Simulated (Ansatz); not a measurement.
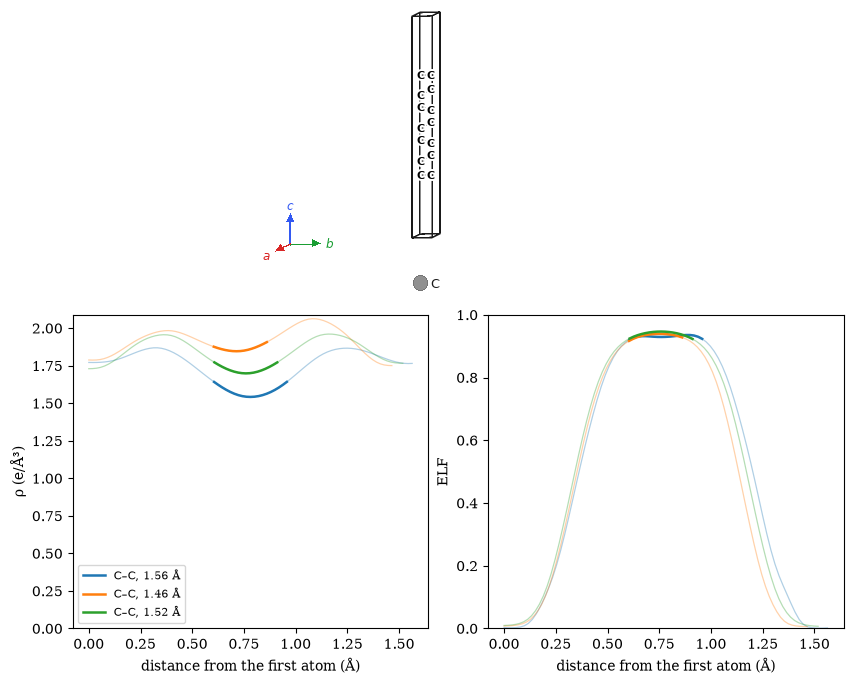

*C (slab). Valence electron density and ELF along straight lines between neighbouring atoms. Thin, pale parts lie inside the atomic spheres. The structure is drawn too.*

These are results of DFT PBEsol, scalar-relativistic, plane waves, PAW in Ansatz 0.2.0, not measurements.

The density is the valence pseudo-density of a PAW calculation; it isn't the true density close to the nuclei.

What can be read from the curves?

C–C (1.56 Å): ρ is about 1.5 e/Å³ halfway; the ELF peaks at about 0.95 between the atoms.
C–C (1.46 Å): ρ at the midpoint is about 1.8 e/Å³; the ELF peaks at about 0.95 between the atoms.
C–C (1.52 Å): the density is about 1.7 e/Å³ at the midpoint; the ELF peaks at about 0.95 between the atoms.
